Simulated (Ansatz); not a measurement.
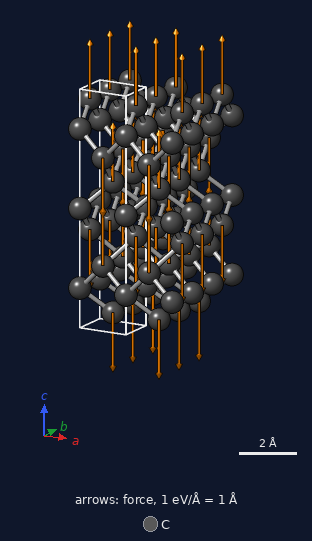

Starting geometry of crystalline C (a generated structure, set up in P6_222) (coarse preliminary run) with the computed forces as orange arrows. The picture is a ball-and-stick view of the cell of the calculation, repeated 2 × 3 × 1 with one cell outlined, seen slightly off an axis.

These are results of Ansatz, DFT PBE, scalar-relativistic, plane waves, PAW, not measurements.

Input
```yaml
crystal:
  lattice:
    - [2.38398734, 0.0, 0.0]
    - [-1.19199367, 2.0645936, 0.0]
    - [0.0, 0.0, 8.48118344]
  atoms:
    - { symbol: C, position: [0.5, 0.5, 0.05972903] }
    - { symbol: C, position: [0.5, 0.0, 0.7263957] }
    - { symbol: C, position: [0.0, 0.5, 0.39306237] }
    - { symbol: C, position: [0.5, 0.5, 0.60693763] }
    - { symbol: C, position: [0.5, 0.0, 0.2736043] }
    - { symbol: C, position: [0.0, 0.5, 0.94027097] }
    - { symbol: C, position: [0.0, 0.0, 0.5] }
    - { symbol: C, position: [0.0, 0.0, 0.16666667] }
    - { symbol: C, position: [0.0, 0.0, 0.83333333] }
basis:
  ecutwfc: 420
kpoints:
  mp_grid: { grid: [12, 12, 2] }
hamiltonian:
  xc: pbe
scf:
  occupations: { method: gaussian, width: 0.1 }
  lower_state_search: "off"
output:
  forces: true
  stress: true
  eigenvalues: true
relax:
  adjacent_minimum: "off"
  f_tol: 0.04
  max_steps: 70
  cell: { stress_tol: 0.4 }
```

Command:
```bash
ansatz run input.yaml --threads 1 --pin off --max-ram 2560MiB --backend cpu --events-out ev --progress --plain --runs-dir out
```

What follows when this structure is relaxed?

It isn't relaxed: the largest force vector, on C atoms, is 2.16 eV/Å. The atoms end up moving mostly along the starting forces (cosine between the two patterns 1.00). The largest moves relative to the cell, 0.032 Å, are those of C1, C2, C3, C4, C5 and C6. C5 goes along +c. Cell: a = b 2.384 → 2.597 Å (+8.9 %), c 8.481 → 8.641 Å (+1.9 %). Volume +20.9 %. Near-neighbour distances that change, for instance: C1–C8 1.498 → 1.612 Å, C1–C6 1.564 → 1.620 Å. Among the angles between lasting bonds that change: C6–C1–C6 99.3° → 106.6°, C6–C1–C8 95.1° → 91.8°. The space group stays P6_222 (No. 180). After 5 accepted moves (7 points after the start) the energy has fallen by 375 meV per atom. Largest force component: 2.2 eV/Å at the start, 0.0029 eV/Å at the end. Pressure: 113.22 GPa at the start and 0.27 GPa at the end. At 2 points the geometry stayed and the basis and grid were re-selected for the new cell (energy shift of 15.7 meV per atom at most each time). Cost: 43 s on 1 thread of Arm Neoverse V1, on a shared host, peak memory 0.34 GiB.
